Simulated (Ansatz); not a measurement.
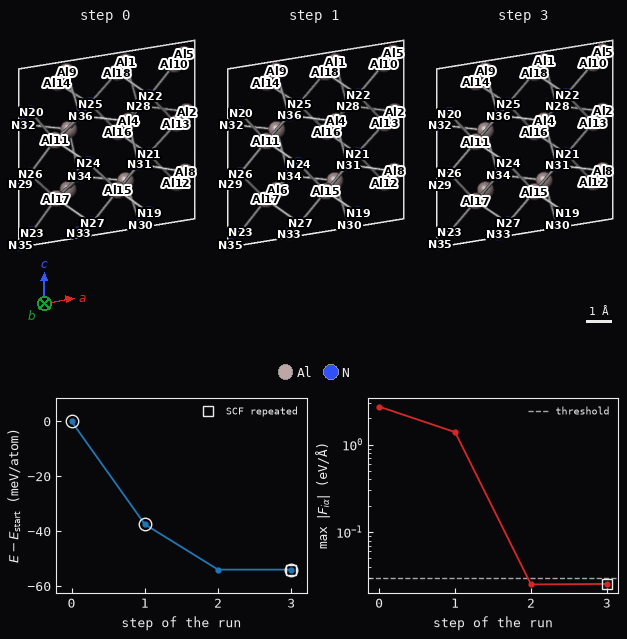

Frames of a relaxation of a crystal of AlN (set up in P1), marked on the history of the run. Style: ball-and-stick. Shown: the cell of the calculation, reduced to other axes, along the b axis. Lengths and directions refer to the drawn axes.

Theory: DFT PBEsol, scalar-relativistic, plane waves, PAW in Ansatz.

The input:
```yaml
crystal:
  lattice:
    - [4.6706711409, 2.6966132405, -4.9836450386]
    - [0.0, -5.393226481, -4.9836450386]
    - [-4.6706711409, 2.6966132405, -4.9836450386]
  atoms:
    - { symbol: Al, position: [0.0554497144, 0.3922265775, 0.0578595926] }
    - { symbol: Al, position: [0.0562958653, 0.0462062748, 0.3925745261] }
    - { symbol: Al, position: [0.3924094716, 0.3927026697, 0.7238074962] }
    - { symbol: Al, position: [0.7195021241, 0.3773160922, 0.3930213136] }
    - { symbol: Al, position: [0.3895238386, 0.0606765586, 0.069394882] }
    - { symbol: Al, position: [0.0597085868, 0.7198282878, 0.7201468219] }
    - { symbol: Al, position: [0.3846510864, 0.7151794384, 0.3837263444] }
    - { symbol: Al, position: [0.7258347425, 0.0532305512, 0.7295122507] }
    - { symbol: Al, position: [0.7122546421, 0.7270935992, 0.0599476868] }
    - { symbol: Al, position: [0.7717347778, 0.11594197, 0.1164756053] }
    - { symbol: Al, position: [0.7771575775, 0.7945081662, 0.4334587511] }
    - { symbol: Al, position: [0.108764408, 0.1044101154, 0.7824904226] }
    - { symbol: Al, position: [0.4421209568, 0.1052397396, 0.4493362677] }
    - { symbol: Al, position: [0.1089336712, 0.781482365, 0.1128375357] }
    - { symbol: Al, position: [0.7874282974, 0.4363285523, 0.7707633782] }
    - { symbol: Al, position: [0.1221492686, 0.4379636578, 0.444410299] }
    - { symbol: Al, position: [0.4459449603, 0.787260524, 0.7605574604] }
    - { symbol: Al, position: [0.4526587487, 0.4412188018, 0.10973562] }
    - { symbol: "N", position: [0.9309771446, 0.2608370571, 0.9243959806] }
    - { symbol: "N", position: [0.9343888267, 0.93141237, 0.2523446254] }
    - { symbol: "N", position: [0.2582205881, 0.2630297073, 0.5948592068] }
    - { symbol: "N", position: [0.5926003195, 0.2562392375, 0.2688675621] }
    - { symbol: "N", position: [0.2608980157, 0.9275755055, 0.9299746615] }
    - { symbol: "N", position: [0.9316885872, 0.6060356248, 0.5893826745] }
    - { symbol: "N", position: [0.2560470529, 0.5963316213, 0.2585422869] }
    - { symbol: "N", position: [0.5890042228, 0.9380794373, 0.6001722259] }
    - { symbol: "N", position: [0.5927459033, 0.5845108137, 0.9323381368] }
    - { symbol: "N", position: [1.0007090443, 0.3217951304, 0.3143556482] }
    - { symbol: "N", position: [0.9800708064, 0.9907038819, 0.6474738454] }
    - { symbol: "N", position: [0.3214017264, 0.3093655104, 0.9851343863] }
    - { symbol: "N", position: [0.6464797745, 0.3187366916, 0.644174005] }
    - { symbol: "N", position: [0.3295253204, 0.974488786, 0.3162477085] }
    - { symbol: "N", position: [0.9835911495, 0.6616887476, 0.9733295652] }
    - { symbol: "N", position: [0.324894576, 0.6558057879, 0.6577411496] }
    - { symbol: "N", position: [0.6462913909, 0.9914222333, 0.9908666952] }
    - { symbol: "N", position: [0.6519352285, 0.6498741641, 0.3196744549] }
basis:
  ecutwfc: 420
  xc_grid: 2
kpoints:
  mp_grid: { grid: [2, 2, 2], shift: [0.5, 0.5, 0.5] }
hamiltonian:
  xc: pbesol
scf:
  occupations: { method: gaussian, width: 0.02 }
output:
  forces: true
  stress: false
  eigenvalues: true
relax:
  adjacent_minimum: "off"
  f_tol: 0.03
  max_steps: 25
```

Run as
```bash
ansatz run input.yaml --threads 8 --pin off --max-ram 16384MiB --backend cpu --events-out ev --progress --plain --runs-dir out
```

### What happens along the run?

Over 2 accepted moves (3 points after the start) the energy falls by 53.9 meV per atom. The largest force component goes from 2.7 to 0.026 eV/Å. 1 step only repeated the SCF at the same geometry. The largest moves, 0.13 Å, are those of Al11 and Al17. Al17 goes along [1 0 −2]. By element the largest moves are Al 0.13 Å, N 0.12 Å. The cell stays as it was. Near-neighbour distances that change, for instance: Al17–N27 2.039 → 1.892 Å, Al4–N28 2.019 → 1.892 Å, Al17–N34 1.776 → 1.902 Å, Al17–N26 1.786 → 1.892 Å. Among the angles between lasting bonds that change: Al2–N28–Al4 102.5° → 110.8°, N26–Al17–N34 116.0° → 108.1°, N30–Al5–N32 118.5° → 110.8°. The space group (tolerance 0.01 Å) goes from P1 (No. 1) to P6_3mc (No. 186). From step 0 to 1: Al11 moves most (0.10 Å), energy −37.4 meV per atom. From step 1 to 3: Al17 moves most (0.08 Å), energy −16.5 meV per atom.

```tsv
step	E − E(0), meV/atom	largest force component, eV/Å	note
0	0.00	2.7225	
1	-37.42	1.3912	
2	-53.94	0.0252	
3	-53.94	0.0255	same geometry, SCF repeated
```
